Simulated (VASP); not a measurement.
Run report: AlP, workfunction calculation (part 1 of 2)

The run: workfunction calculation of AlP (slab, 8 atoms in the cell). Method and program: Kohn-Sham DFT of a periodic cell, PBE, VASP PAW PBE potentials, recommended, no spin polarisation (VASP 6.6.1).

The structure derives from an entry of the Crystallography Open Database. It belongs to a series of runs on one base structure; here: the (1 1 1) slab of AlP, cut from the database cell, not relaxed.

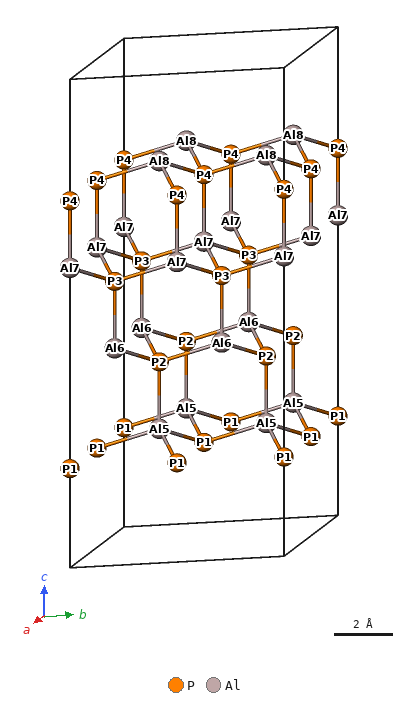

The structure as given in the input (ball-and-stick view of the 2 × 2 repeat of the cell, with the vacuum cut short, seen slightly off an axis; atoms are numbered from 1 in the order of the input). Near neighbours in the crystal (not all of them lie inside the picture): P has 3 Al at 2.36 Å; P has 4 Al at 2.36 Å; Al has 4 P at 2.36 Å; Al has 3 P at 2.36 Å.

## Key numbers

```csv
quantity,value
outcome,converged
electrons treated,32
free energy,−38.5916 eV
Fermi energy of the self-consistent step,0.213 eV
gap on the k-point mesh,none (metallic)
largest force (length of the vector),0.826 eV/Å
hardware,"1 thread of Intel Xeon (Sapphire Rapids), 128 GiB of memory available, shared host"
wall time,4.9 min
peak memory,0.44 GiB
```

## INCAR
```
SYSTEM = AlP
PREC     = Accurate       ! precision mode
ENCUT    = 520            ! plane-wave cutoff, eV
EDIFF    = 1E-6           ! SCF threshold, eV
ISMEAR   = 0              ! smearing method
SIGMA    = 0.05           ! smearing width, eV
LREAL    = .False.        ! projectors in reciprocal space
LASPH    = .True.         ! aspherical terms in the spheres
NELM     = 60             ! most SCF steps
ALGO     = Fast           ! electronic algorithm
ISIF     = 2              ! what is computed and relaxed
LWAVE    = .False.        ! write WAVECAR
LCHARG   = .True.         ! write CHGCAR
LDIPOL   = .True.       
IDIPOL   = 3            
DIPOL    = 0.5 0.5 0.500
GGA      = PE             ! functional
LELF     = .True.         ! ELF
LVHAR    = .True.       
LVACPOTAV= .True.
```

## KPOINTS
```
regular mesh
0
Gamma
  8 8 1
  0 0 0
```

## POSCAR
```
AlP
1.0
    3.8544390642      0.0000000000      0.0000000000
   -1.9272195321      3.3380421470      0.0000000000
    0.0000000000      0.0000000000     25.2281930314
P Al
4 4
Direct
    0.0000000000      0.0000000000      0.2972864521
    0.3333333333      0.6666666667      0.4220332508
    0.6666666667      0.3333333333      0.5467800495
    0.0000000000      0.0000000000      0.6715268482
    0.3333333333      0.6666666667      0.3284731518
    0.6666666667      0.3333333333      0.4532199505
    0.0000000000      0.0000000000      0.5779667492
    0.3333333333      0.6666666667      0.7027135479
```

Launched with:
```bash
cat potpaw_PBE.64/P/POTCAR potpaw_PBE.64/Al/POTCAR > POTCAR
mpirun -np 1 vasp_std > vasp.out
```

## OSZICAR
```
N       E                     dE             d eps       ncg     rms          rms(c)
DAV:   1     0.165711354527E+03    0.16571E+03   -0.10889E+04   420   0.114E+03
DAV:   2    -0.218417041796E+02   -0.18755E+03   -0.18139E+03   599   0.192E+02
DAV:   3    -0.408468828804E+02   -0.19005E+02   -0.18789E+02   536   0.635E+01
DAV:   4    -0.416845079881E+02   -0.83763E+00   -0.83581E+00   584   0.157E+01
DAV:   5    -0.417151141602E+02   -0.30606E-01   -0.30599E-01   633   0.288E+00    0.932E+00
RMM:   6    -0.558602665661E+02   -0.14145E+02   -0.26094E+01   554   0.110E+01    0.109E+01
RMM:   7    -0.401981204994E+02    0.15662E+02   -0.48989E+00   423   0.678E+00    0.595E+00
RMM:   8    -0.393133597591E+02    0.88476E+00   -0.18692E+00   491   0.525E+00    0.220E+00
RMM:   9    -0.393171850173E+02   -0.38253E-02   -0.39485E-01   526   0.249E+00    0.435E+00
RMM:  10    -0.393615548333E+02   -0.44370E-01   -0.84975E-02   652   0.119E+00    0.442E+00
RMM:  11    -0.394523213417E+02   -0.90767E-01   -0.93671E-03   589   0.369E-01    0.447E+00
RMM:  12    -0.400860343400E+02   -0.63371E+00   -0.54882E-02   553   0.630E-01    0.476E+00
RMM:  13    -0.391318435683E+02    0.95419E+00   -0.64112E-01   760   0.217E+00    0.268E+00
RMM:  14    -0.389873597607E+02    0.14448E+00   -0.17355E-01   628   0.106E+00    0.382E+00
RMM:  15    -0.386369332534E+02    0.35043E+00   -0.17563E-02   522   0.489E-01    0.148E+00
RMM:  16    -0.386573304599E+02   -0.20397E-01   -0.77644E-03   520   0.325E-01    0.210E+00
RMM:  17    -0.386658511620E+02   -0.85207E-02   -0.37283E-03   516   0.247E-01    0.227E+00
RMM:  18    -0.387051691184E+02   -0.39318E-01   -0.33173E-02   684   0.465E-01    0.170E+00
RMM:  19    -0.386988419344E+02    0.63272E-02   -0.29725E-03   533   0.215E-01    0.170E+00
RMM:  20    -0.386585106156E+02    0.40331E-01   -0.33101E-03   537   0.187E-01    0.151E+00
RMM:  21    -0.386043513913E+02    0.54159E-01   -0.48410E-03   588   0.227E-01    0.858E-01
RMM:  22    -0.386078000941E+02   -0.34487E-02   -0.93983E-04   546   0.137E-01    0.927E-01
RMM:  23    -0.386061357656E+02    0.16643E-02   -0.35909E-04   628   0.800E-02    0.874E-01
RMM:  24    -0.386041896645E+02    0.19461E-02   -0.85300E-05   526   0.383E-02    0.823E-01
RMM:  25    -0.386029727046E+02    0.12170E-02   -0.17437E-02   840   0.439E-01    0.987E-01
RMM:  26    -0.385971133112E+02    0.58594E-02   -0.15506E-03   722   0.119E-01    0.596E-01
RMM:  27    -0.385914367614E+02    0.56765E-02   -0.90538E-04   687   0.108E-01    0.126E-01
RMM:  28    -0.385913641817E+02    0.72580E-04   -0.73459E-05   565   0.358E-02    0.789E-02
RMM:  29    -0.385915816031E+02   -0.21742E-03   -0.11612E-04   558   0.371E-02    0.111E-01
RMM:  30    -0.385916189294E+02   -0.37326E-04   -0.39474E-05   569   0.256E-02    0.107E-01
RMM:  31    -0.385915186244E+02    0.10031E-03   -0.12821E-05   499   0.153E-02    0.514E-02
RMM:  32    -0.385915620647E+02   -0.43440E-04   -0.38883E-05   583   0.217E-02    0.632E-02
RMM:  33    -0.385915439434E+02    0.18121E-04   -0.12707E-05   515   0.147E-02    0.384E-02
RMM:  34    -0.385915761357E+02   -0.32192E-04   -0.55347E-06   416   0.961E-03    0.486E-02
RMM:  35    -0.385915610521E+02    0.15084E-04   -0.74328E-06   424   0.863E-03    0.374E-03
RMM:  36    -0.385915732101E+02   -0.12158E-04   -0.17234E-06   355   0.508E-03    0.156E-02
RMM:  37    -0.385915775960E+02   -0.43858E-05   -0.45647E-07   321   0.299E-03    0.183E-02
RMM:  38    -0.385915766290E+02    0.96701E-06   -0.76669E-07   329   0.272E-03
   1 F= -.38591577E+02 E0= -.38583736E+02  d E =-.156811E-01
```

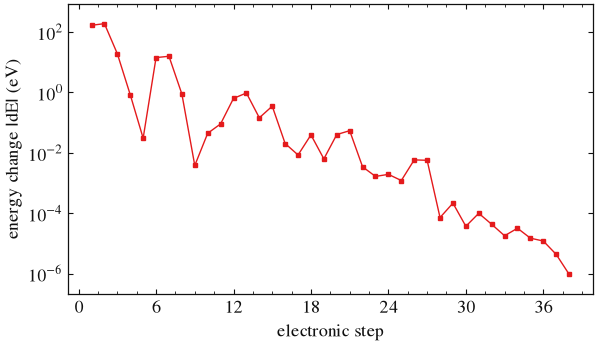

Convergence of the self-consistent field: energy change |dE| against the electronic step. It takes 38 electronic steps. The density is held fixed in the first few steps, and dE rises again when its update begins.

## Parts of OUTCAR
```
SYSTEM = AlP
   PREC = Accurate
   ENCUT = 520
   EDIFF = 1E-6
   ISMEAR = 0
   LREAL = .False.
   LASPH = .True.
   NELM = 60
   ISIF = 2
   GGA = PE

 ion  position               nearest neighbor table
   1  0.000  0.000  0.297-   5 2.36   5 2.36   5 2.36
   2  0.333  0.667  0.422-   5 2.36   6 2.36   6 2.36   6 2.36
   3  0.667  0.333  0.547-   6 2.36   7 2.36   7 2.36   7 2.36
   4  0.000  0.000  0.672-   7 2.36   8 2.36   8 2.36   8 2.36
   5  0.333  0.667  0.328-   2 2.36   1 2.36   1 2.36   1 2.36
   6  0.667  0.333  0.453-   3 2.36   2 2.36   2 2.36   2 2.36
   7  0.000  0.000  0.578-   4 2.36   3 2.36   3 2.36   3 2.36
   8  0.333  0.667  0.703-   4 2.36   4 2.36   4 2.36

  LATTYP: Found a hexagonal cell.
 ALAT       =     3.8544390642
 C/A-ratio  =     6.5452307356

  Lattice vectors:

 A1 = (   3.8544390642,   0.0000000000,   0.0000000000)
 A2 = (  -1.9272195321,   3.3380421470,   0.0000000000)
 A3 = (   0.0000000000,   0.0000000000,  25.2281930314)

Analysis of symmetry for initial positions (statically):
=====================================================================
 Subroutine PRICEL returns:
 Original cell was already a primitive cell.

 Routine SETGRP: Setting up the symmetry group for a
 hexagonal supercell.

 Subroutine GETGRP returns: Found  6 space group operations
 (whereof  6 operations were pure point group operations)
 out of a pool of 24 trial point group operations.

The static configuration has the point symmetry C_3v.

Analysis of symmetry for dynamics (positions and initial velocities):
=====================================================================
 Subroutine PRICEL returns:
 Original cell was already a primitive cell.

 Routine SETGRP: Setting up the symmetry group for a
 hexagonal supercell.

 Subroutine GETGRP returns: Found  6 space group operations
 (whereof  6 operations were pure point group operations)
 out of a pool of 24 trial point group operations.

The dynamic configuration has the point symmetry C_3v.

 Subroutine INISYM returns: Found  6 space group operations
 (whereof  6 operations are pure point group operations),
 and found     1 'primitive' translations

----------------------------------------------------------------------------------------

                                     Primitive cell

  volume of cell :     324.5930

  direct lattice vectors                    reciprocal lattice vectors
     3.854439064  0.000000000  0.000000000     0.259441123  0.149788402  0.000000000
    -1.927219532  3.338042147  0.000000000     0.000000000  0.299576805  0.000000000
     0.000000000  0.000000000 25.228193031     0.000000000  0.000000000  0.039638194

  length of vectors
     3.854439064  3.854439064 25.228193031     0.299576805  0.299576805  0.039638194

  position of ions in fractional coordinates (direct lattice)
     0.000000000  0.000000000  0.297286452
     0.333333333  0.666666667  0.422033251
     0.666666667  0.333333333  0.546780050
     0.000000000  0.000000000  0.671526848
     0.333333333  0.666666667  0.328473152
     0.666666667  0.333333333  0.453219950
     0.000000000  0.000000000  0.577966749
     0.333333333  0.666666667  0.702713548

  ion indices of the primitive-cell ions
   primitive index   ion index
                 1           1
                 2           2
                 3           3
                 4           4
                 5           5
                 6           6
                 7           7
                 8           8

----------------------------------------------------------------------------------------

 KPOINTS: regular mesh

Automatic generation of k-mesh.
 Grid dimensions read from file:
 generate k-points for:    8    8    1

 Generating k-lattice:

  Cartesian coordinates                     Fractional coordinates (reciprocal lattice)
     0.032430140  0.018723550  0.000000000     0.125000000  0.000000000  0.000000000
     0.000000000  0.037447101  0.000000000     0.000000000  0.125000000  0.000000000
     0.000000000  0.000000000  0.039638194     0.000000000  0.000000000  1.000000000

  Length of vectors
     0.037447101  0.037447101  0.039638194

  Shift w.r.t. Gamma in fractional coordinates (k-lattice)
     0.000000000  0.000000000  0.000000000

 Subroutine IBZKPT returns following result:
 ===========================================

 Found     10 irreducible k-points:

 Following reciprocal coordinates:
            Coordinates               Weight
  0.000000  0.000000  0.000000      1.000000
  0.125000  0.000000  0.000000      6.000000
  0.250000  0.000000  0.000000      6.000000
  0.375000  0.000000  0.000000      6.000000
  0.500000  0.000000  0.000000      3.000000
  0.125000  0.125000  0.000000      6.000000
  0.250000  0.125000  0.000000     12.000000
  0.375000  0.125000  0.000000     12.000000
  0.250000  0.250000  0.000000      6.000000
  0.375000  0.250000  0.000000      6.000000
```
